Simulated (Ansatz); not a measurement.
# LaCuSeO (P4/nmm): how G0W0 depends on its starting point, part 2 of 2

How much of the starting functional survives in the G0W0 gap of LaCuSeO (P4/nmm)?

Ansatz 0.2.0; G0W0 on several functionals, plane waves, PAW. Known limits of the many-body steps: not at the basis limit; f levels unsure; d shell near the gap, gap tends to lie low; no spin-orbit coupling; coarse k mesh.

So far. Step 2 (G0W0 on LDA): The gap on the mesh goes from 1.41 eV to 2.33 eV, a correction of +0.92 eV. Between the two edge states, bare exchange in place of the xc potential would open the gap by 9.54 eV, and correlation takes back 8.62 eV.

In doubt: one-shot GW on d or f shells is unsure, so the values of those runs are not to be relied on; masses and optical values from hybrid runs of this build are listed as unsure (step 4), which bears on the screening that GW takes from such a start.

## Step 3: G0W0 on r2SCAN

The same correction from a different start measures what one shot leaves open.

This step: G0W0 on r2SCAN, plane waves, PAW; PAW set soft_1.

The input, input.yaml:

```yaml
crystal:
  lattice:
    - [4.06712, 0.0, 0.0]
    - [0.0, 4.06712, 0.0]
    - [0.0, 0.0, 8.7975]
  atoms:
    - { symbol: La, position: [0.5, 0.0, 0.1398] }
    - { symbol: La, position: [0.0, 0.5, 0.8602] }
    - { symbol: Cu, position: [0.5, 0.5, 0.5] }
    - { symbol: Cu, position: [0.0, 0.0, 0.5] }
    - { symbol: Se, position: [0.5, 0.0, 0.6698] }
    - { symbol: Se, position: [0.0, 0.5, 0.3302] }
    - { symbol: O, position: [0.5, 0.5, 0.0] }
    - { symbol: O, position: [0.0, 0.0, 0.0] }
kpoints:
  mp_grid: { grid: [4, 4, 2] }
hamiltonian:
  xc: r2scan
  pseudopotentials: { kind: paw, azcp: { folder: soft_1 } }
scf:
  occupations: { method: fixed }
gw:
  n_empty_bands: 434
  ecut_chi: 120
  qp_bands: [v2, c2]
  qp_kpoints: band_edges
  screening: { model: contour_deformation }
```

Run with:

```console
$ ansatz run input.yaml --threads 2 --pin off --max-ram 92160MiB --backend cuda --events-out ev --progress --plain --runs-dir out --devices 1 --max-vram 13GiB
```

Numbers of over 12 decimals in the logs are rounded to 6 here.

Log:

```text
GPUs: using 1 of 1 available (devices: 1).
[...]
GPU FFT provider: cuFFT
GPU libraries: cuBLAS 13.8.2, cuFFT 12.4.0, cuSOLVER 12.3.4
Crystal: 8 atoms, lattice volume = 145.524 Å³
Basis set: ecut = 500 eV, 3729 PW (Γ), exchange–correlation on 120×120×288 points (64 copies of the dense FFT grid, shifted against one another)
Bands: 63, of which v1, the nominal top of the filled ones, is band 52 counted from 1 (51 counted from 0)
Symmetry: 16 space group operations
[...]
k-points: 12 of 32
[...]
GPU buffer pool allocated for 64800 grid points (all kernels)
[...]
SCF iter   1: F=—  HF=-37898.363892 eV  |F-HF|=—  |Δ(HF+E_count)|=         —  Δρ=4.88e-2  dr2=3.72e0  dr2_τ=6.30e-2  ethr=3.10e-3  ⟨swp⟩=5.1  Hψ=2365  notcnv=0  defer=47
[...]
SCF iter  12: F=-37898.241108 eV  HF=-37898.241108 eV  |F-HF|=1.99e-9  |Δ(HF+E_count)|=   1.73e-8  Δρ=1.97e-6  dr2=4.94e-9  dr2_τ=1.84e-10  ethr=6.75e-11  ⟨swp⟩=3.4  Hψ=1590  notcnv=0
SCF 1 converged in 12 iterations: F = -37898.241108 eV  dr2 = 4.94e-9
[...]
NSCF: frozen V_eff on 12 k-points
[...]
G₀W₀ screening: q 1/12
[... further progress lines ...]
SCF converged after 12 iterations
Free energy (F): -37898.241108 eV
[...]
Internal energy: -37898.241108 eV  (E = F + TS)
E sigma→0 (E₀):  -37898.241108 eV
Fermi energy:    11.608830 eV
[...]
--- Band table (eV; the first three rows and the last of 12) ---
  k-point 0: bands = [... 48 lower, 10.3046, 11.0790, 11.6088, 11.6088, 13.4986, 13.6478, 14.0498, 14.1650, ... 7 higher]
  k-point 1: bands = [... 48 lower, 10.3046, 10.6447, 11.5049, 11.5049, 13.5944, 13.9681, 14.1311, 14.1753, ... 7 higher]
  k-point 2: bands = [... 48 lower, 10.5616, 10.8674, 10.9502, 11.3855, 14.0500, 14.0553, 14.5997, 14.8464, ... 7 higher]
  k-point 11: bands = [... 48 lower, 9.7705, 9.7705, 10.4375, 10.4375, 14.5204, 14.5204, 14.8694, 14.8694, ... 7 higher]
[...]
0    51     11.6088   -32.4169     4.5890   -27.7032  0.7349    11.4839    11.4841  root
     0    52     11.6088   -32.4169     4.5890   -27.7032  0.7349    11.4839    11.4841  root
     0    53     13.4986   -12.7987    -4.3969   -18.1643  0.7781    14.4829    14.4672  root
     0    54     13.6478    -9.0479    -4.1813   -13.4744  0.8001    13.8938    13.8931  root
     1    51     11.5049   -32.6501     4.6513   -27.8746  0.7322    11.3804    11.3807  root
     1    52     11.5049   -32.6501     4.6513   -27.8746  0.7322    11.3804    11.3807  root
     1    53     13.5944   -10.0253    -5.2182   -16.3388  0.7817    14.7133    14.6899  root
     1    54     13.9681   -14.6991    -5.2380   -21.4659  0.7613    15.5536    15.4970  root
[...]
11    51     10.4375   -45.5078     8.3380   -37.1319  0.6674    10.3995    10.3996  root
    11    52     10.4375   -45.5078     8.3380   -37.1319  0.6674    10.3995    10.3996  root
    11    53     14.5204   -14.2397    -4.9509   -20.4065  0.7624    15.7709    15.7364  root
    11    54     14.5204   -14.2397    -4.9509   -20.4065  0.7624    15.7709    15.7364  root
```

Run time: 33 s. Hardware: 1 × NVIDIA H100 80GB HBM3 (shared by 6 runs) with 2 threads of AMD EPYC 7R13 (Zen 3), shared host; peak memory 2.1 GiB.

This step gave:

```
bands summed                                 : 486
RPA ε∞ on this mesh (eigenvalues)            : 6.007, 7.587, 7.587
plane waves in the screening matrix          : 427
q-points in the mesh                         : 32
G0W0 gap on the mesh                         : 2.409 eV
k of the valence top                         : 0, 0, 0
k of the conduction bottom                   : 0, 0, 0
starting gap on the mesh                     : 1.890 eV
Z at the valence top                         : 0.7349
Z at the conduction bottom                   : 0.8001
least direct G0W0 gap on the computed points : 2.409 eV
```

Against the run with 4×4×2 mesh, 434 empty bands, screening to 120 eV, PAW set soft_1 files on LDA, the gap moves by +0.08 eV, while the start moved by +0.48 eV.

## Step 4: G0W0 on HSE06

This step: G0W0 on HSE06, plane waves, PAW; PAW set soft_1.

Changes to input.yaml since step 3:

```diff
@@ -17,3 +17,3 @@
 hamiltonian:
-  xc: r2scan
+  xc: hse06
   pseudopotentials: { kind: paw, azcp: { folder: soft_1 } }
```

Log:

```text
GPUs: using 1 of 1 available (devices: 1).
[...]
davidson cushion auto → on  (no smearing: the cushion is to keep the highest requested band from converging to the state above it; pin scf.eigensolver.cushion to override)
[...]
GPU FFT provider: cuFFT
GPU libraries: cuBLAS 13.8.2, cuFFT 12.4.0, cuSOLVER 12.3.4
Crystal: 8 atoms, lattice volume = 145.524 Å³
Basis set: ecut = 420 eV, 2837 PW (Γ)
[...]
1    53     13.9014    -7.8619    -4.3313   -12.6167  0.8187    14.3267    14.3249  root
     1    54     14.1661   -11.7897    -3.3321   -15.3952  0.8112    14.4402    14.4395  root
[...]
11    51      9.2422   -44.0211     7.3045   -37.5110  0.7126    10.0258    10.0367  root
    11    52      9.2422   -44.0211     7.3045   -37.5110  0.7126    10.0258    10.0367  root
    11    53     14.7352   -11.6617    -3.5877   -15.5976  0.8086    15.0846    15.0834  root
    11    54     14.7352   -11.6617    -3.5877   -15.5976  0.8086    15.0846    15.0834  root
[key lines of the parts left out:]
Free energy (F): -37845.689147 eV
Fermi energy:    11.017211 eV
```

Wall time 2.1 min (1 × NVIDIA H100 80GB HBM3 (shared by 6 runs) with 2 threads); peak memory 2.3 GiB; 2.5 min of CPU time.

This step gave:

| Item | Value |
| --- | --- |
| bands summed | 486 |
| RPA ε∞ on this mesh (eigenvalues) | 5.148, 6.262, 6.262 |
| plane waves in the screening matrix | 427 |
| G0W0 gap on the mesh | 2.703 eV |
| k of the valence top | 0, 0, 0 |
| k of the conduction bottom | 0, 0, 0 |
| starting gap on the mesh | 2.735 eV |
| least direct G0W0 gap on the computed points | 2.703 eV |

Against the run with 4×4×2 mesh, 434 empty bands, screening to 120 eV, PAW set soft_1 files on r2SCAN, the gap moves by +0.29 eV, while the start moved by +0.85 eV.

## Step 5: Side by side

All on the 4×4×2 mesh with 434 empty bands and screening to 120 eV. Times are wall times on 1 × NVIDIA H100 80GB HBM3 (shared by 6 runs) with 2 threads of AMD EPYC 7R13 (Zen 3), shared host, good to a factor of about two.

| start | starting gap (eV) | shift (eV) | G0W0 gap (eV) | RPA ε∞ (harmonic mean) | Z (valence, conduction) | time |
| --- | --- | --- | --- | --- | --- | --- |
| LDA | 1.41 | +0.92 | 2.33 | 8.80 | 0.73, 0.79 | 22 s |
| r2SCAN | 1.89 | +0.52 | 2.41 | 6.98 | 0.73, 0.80 | 33 s |
| HSE06 | 2.73 | −0.03 | 2.70 | 5.84 | 0.78, 0.82 | 2.1 min |

The parts of the quasiparticle energy at the two band edges (eV; QP = start + Σx + Σc − Vxc):

| run | edge | start | Σx | Σc | Vxc | Z | QP |
| --- | --- | --- | --- | --- | --- | --- | --- |
| LDA | valence top | 11.39 | -31.14 | 4.30 | -26.67 | 0.73 | 11.22 |
| LDA | conduction bottom | 12.80 | -9.43 | -4.32 | -14.49 | 0.79 | 13.55 |
| r2SCAN | valence top | 11.61 | -32.42 | 4.59 | -27.70 | 0.73 | 11.48 |
| r2SCAN | conduction bottom | 13.65 | -9.05 | -4.18 | -13.47 | 0.80 | 13.89 |
| HSE06 | valence top | 11.02 | -29.00 | 3.54 | -25.65 | 0.78 | 11.21 |
| HSE06 | conduction bottom | 13.75 | -8.62 | -4.04 | -12.83 | 0.82 | 13.92 |

For a hybrid start, Vxc holds its share of exact exchange. Where G0W0 reorders the edges (r2SCAN), the two states listed lie further apart at the start than the starting gap.

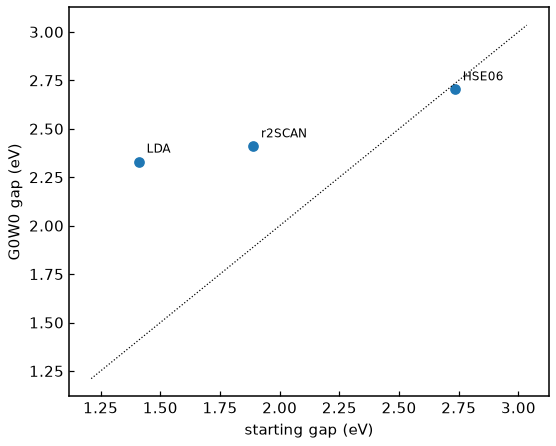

G0W0 gap against starting gap; on the dotted line the correction would vanish.

## Step 6: Results

```
G0W0@LDA     : 2.33 eV (start 1.41 eV)
G0W0@r2SCAN  : 2.41 eV (start 1.89 eV)
G0W0@HSE06   : 2.70 eV (start 2.73 eV)
known limits : not at the basis limit; f levels unsure; d shell near the gap, gap tends to lie low; no spin-orbit coupling; coarse k mesh
```

In words: The starting gaps span 1.32 eV and the G0W0 gaps 0.37 eV. Between LDA and HSE06, 0.37 eV of the 1.32 eV survives, 28 %. HSE06 screens less than LDA (ε∞ 5.84 against 8.80). Of the 0.37 eV by which its G0W0 gap is higher, the correlation part gives +1.04 eV, and exchange with the one-particle terms, which follow the orbitals, −0.66 eV. The smallest correction, −0.03 eV, is on HSE06, the start nearest to reproducing itself. Bands and cutoff are finite, so the gap is not at the basis limit. The miss can reach some tenths of an eV and take either sign; the mesh is an error of its own. The 4×4×2 mesh is coarse for this cell (its supercell is 16 Å along the shortest edge). The RPA ε∞ on it, from the LDA start, is 7.20 and 9.91; such meshes misread the long-range screening, most where the gap is narrow. Empty 4f levels lie among the conduction bands. Their place in the start is unsure; it enters the screening, and the edge itself where they lie low. A d shell, filled or nearly so, lies near the gap. One-shot GW converges very slowly in bands there, not always from below, and on a semilocal start the gap tends to come out low; starts rich in exact exchange can overshoot instead. The many-body steps are scalar-relativistic: spin-orbit coupling is not in them.

[Paths, hosts, dates, memory and timing lines, banners, echoed tables and standing remarks are left out of the program output.]

[Logs are printed without paths, hosts, clocks, repeated set-up lines and the standing remarks that a program may print on its own settings, such as how far it seeks lower states.]

[Runs of the session that timed out or met a known fault of the program may be left out.]

[Cells called generated may have been cut or substituted from an entry of the Crystallography Open Database or the Materials Project.]

[Hosts, paths, dates, database ids (printed as entryN), source tags and the programs' standing remarks are cut or masked in the printed files.]
